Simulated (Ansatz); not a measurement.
## Energy of Al3Cu along an even scaling of the cell

System: Al3Cu (Pm-3m, 4 atoms in the cell).
Method: DFT PBEsol, scalar-relativistic, plane waves, PAW, no spin polarisation (Ansatz 0.2.0).

The 6 runs differ only in the geometry, by an even scaling of the cell at fixed fractional positions. The structure derives from a Materials Project entry.

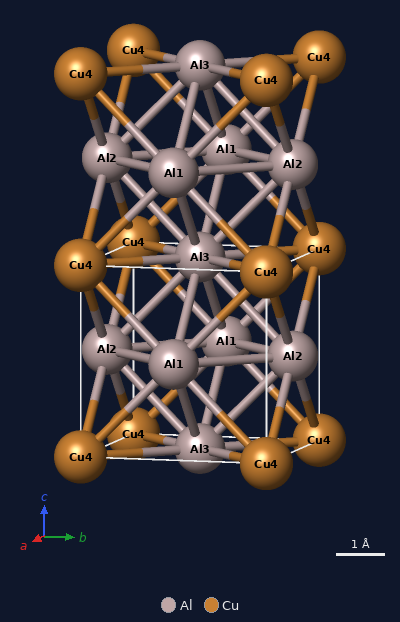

Figure 1. The structure of run 4 (ball-and-stick view of the cell of the calculation, repeated 1 × 1 × 2, seen slightly off an axis; atoms are numbered from 1 in the order of the input).

## Input of run 4
```yaml
crystal:
  lattice:
    - [4.0728763229, 0.0, 0.0]
    - [0.0, 4.0728763229, 0.0]
    - [0.0, 0.0, 4.0728763229]
  atoms:
    - { symbol: Al, position: [0.0, 0.5, 0.5] }
    - { symbol: Al, position: [0.5, 0.0, 0.5] }
    - { symbol: Al, position: [0.5, 0.5, 0.0] }
    - { symbol: Cu, position: [0.0, 0.0, 0.0] }
basis:
  ecutwfc: 420
kpoints:
  mp_grid: { grid: [12, 12, 12] }
hamiltonian:
  xc: pbesol
scf:
  occupations: { method: gaussian, width: 0.1 }
output:
  forces: true
  stress: true
  eigenvalues: true
```

Command:
```bash
ansatz run input.yaml --threads 1 --pin off --max-ram 1331MiB --backend cpu --events-out ev --progress --plain --runs-dir out
```

Lattice vectors (Å) and fractional positions of run 4:
```
   4.072876    0.000000    0.000000
   0.000000    4.072876    0.000000
   0.000000    0.000000    4.072876
Al  0.000000  0.500000  0.500000
Al  0.500000  0.000000  0.500000
Al  0.500000  0.500000  0.000000
Cu  0.000000  0.000000  0.000000
```

Run 3 differs from it as follows:
```diff
-    - [4.0728763229, 0.0, 0.0]
-    - [0.0, 4.0728763229, 0.0]
-    - [0.0, 0.0, 4.0728763229]
+    - [4.0383045526, 0.0, 0.0]
+    - [0.0, 4.0383045526, 0.0]
+    - [0.0, 0.0, 4.0383045526]
```

## Results, with one run withheld

```tsv
run	volume per atom (Å³)	free energy per atom, from the lowest run given (meV)	pressure (GPa)
1	13.449	12.58	11.29
2	13.646	0.00	9.22
3	16.464	?	?
4	16.891	48.05	−10.19
5	16.896	48.39	−10.20
6	17.132	63.97	−10.89
```

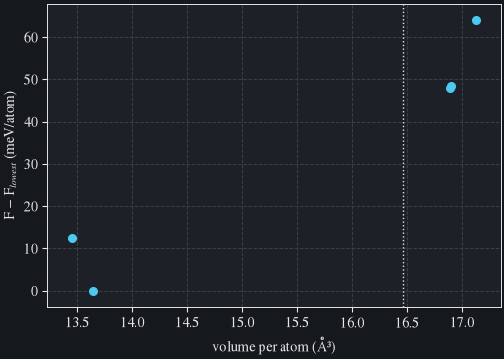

Figure 2. Free energy per atom of the runs given; the dotted line marks run 3.

Fit the runs given and predict run 3.

A cubic polynomial in V^(−2/3) (the Birch–Murnaghan form), fitted to the 5 runs given, misses them by at most 0.01 meV per atom. With x = V^(−2/3) − 0.16124 Å⁻², it reads F = −19.55 − 3814.7 x + 3.7068e+05 x² + 4.1179e+05 x³ (meV per atom). At run 3 it gives 22.72 meV per atom, and the run itself gives 22.77. The slope of the fit gives a pressure −dF/dV of −8.76 GPa there, and the run prints −8.77 GPa. The fit has its minimum at 14.740 Å³ per atom, where V d²F/dV² gives 101 GPa: the bulk modulus at this level, since symmetry fixes the shape and the positions.

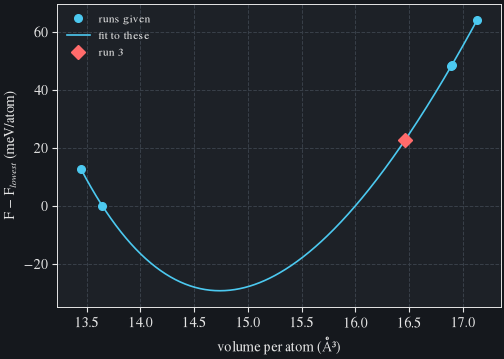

Figure 3. The fit and the withheld run.

## Output, shortened to warnings, some set-up lines, iterations and results (run 3)
```
Basis set: ecut = 420 eV, 1309 PW (Γ), exchange–correlation on 54×54×54 points (8 copies of the dense FFT grid, shifted against one another)
Symmetry: 48 space group operations
k-points: 84 of 1728
Initial density: superposition of atomic densities (neutral atoms: chi_scale 0, normalization atom), corrected by the library's trained network
[...]
SCF iter   1: F=—  HF=-8162.344533 eV  |F-HF|=—  |Δ(HF+E_count)|=         —  Δρ=4.69e-3  dr2=6.89e-3  ethr=1.77e-3  ⟨swp⟩=5.9  Hψ=8035  notcnv=0
SCF iter   2: F=—  HF=-8162.342632 eV  |F-HF|=—  |Δ(HF+E_count)|=   1.90e-3  Δρ=1.02e-3  dr2=1.49e-3  ethr=2.46e-5  ⟨swp⟩=2.5  Hψ=3276  notcnv=0
SCF iter   3: F=—  HF=-8162.342413 eV  |F-HF|=—  |Δ(HF+E_count)|=   2.19e-4  Δρ=7.03e-4  dr2=5.31e-4  ethr=5.31e-6  ⟨swp⟩=1.0  Hψ=1503  notcnv=0
SCF iter   4: F=—  HF=-8162.342263 eV  |F-HF|=—  |Δ(HF+E_count)|=   1.50e-4  Δρ=1.12e-4  dr2=1.62e-5  ethr=1.90e-6  ⟨swp⟩=2.1  Hψ=2201  notcnv=0
SCF iter   5: F=—  HF=-8162.342271 eV  |F-HF|=—  |Δ(HF+E_count)|=   8.02e-6  Δρ=1.83e-5  dr2=5.05e-7  ethr=5.79e-8  ⟨swp⟩=2.2  Hψ=2255  notcnv=0
SCF iter   6: F=-8162.342271 eV  HF=-8162.342271 eV  |F-HF|=6.43e-9  |Δ(HF+E_count)|=   1.03e-7  Δρ=5.08e-6  dr2=1.71e-8  ethr=3.57e-10  ⟨swp⟩=5.5  Hψ=6929  notcnv=0
SCF 1 converged in 6 iterations: F = -8162.342271 eV  dr2 = 1.71e-8
SCF converged after 6 iterations
Free energy (F): -8162.342271 eV
Harris-Foulkes:  -8162.342271 eV  (|F-HF|=6.43e-9)
Internal energy: -8162.336244 eV  (E = F + TS)
E sigma→0 (E₀):  -8162.339257 eV
Entropy (-TS):   -0.006027 eV (-1.507 meV/atom)
Fermi energy:    8.847349 eV
--- Per-component energies (eV) ---
  E_band       = -475.873043
  E_kinetic    = 364.525298
  E_local      = -6158.066877  (includes V_loc(G=0)·N_el)
  E_nonlocal   = 422.549893
  E_hartree    = 2778.364465
  E_xc         = -204.966039
  E_vxc        = -199.937873  (∫ρ·V_xc dr)
  E_paw        = -2991.009661  (= ΣΔE_a)
  E_vpaw       = -461.681399  (= ΣTr[D̂ρ^β])
  E_aug_tail   = 0.000233  (compensation charges beyond the density's cutoff)
  E_ewald      = -2373.997175
  E_core_change = 0.263619  (= ΣΔE_core)
  E_smearing   = -0.006027  (= −TS)
  E_closure    = -0.000000  (closes the sum)
  Σ components = -8162.342271   (vs F -8162.342271, Δ=0.00e0)
--- Forces (eV/Å), atoms counted from 1 ---
  atom   1  Al     0.00000000    -0.00000000    -0.00000000
  atom   2  Al     0.00000000    -0.00000000     0.00000000
  atom   3  Al    -0.00000000     0.00000000     0.00000000
  atom   4  Cu     0.00000000    -0.00000000     0.00000000
  max |Σ_I F_I| component: 1.31e-30 eV/Å
--- Stress (GPa, compression-positive) ---
       -8.768874       0.000000       0.000000
        0.000000      -8.768874       0.000000
       -0.000000       0.000000      -8.768874
  P = ⅓ Tr σ = -8.7689 GPa (-87.689 kbar)
```
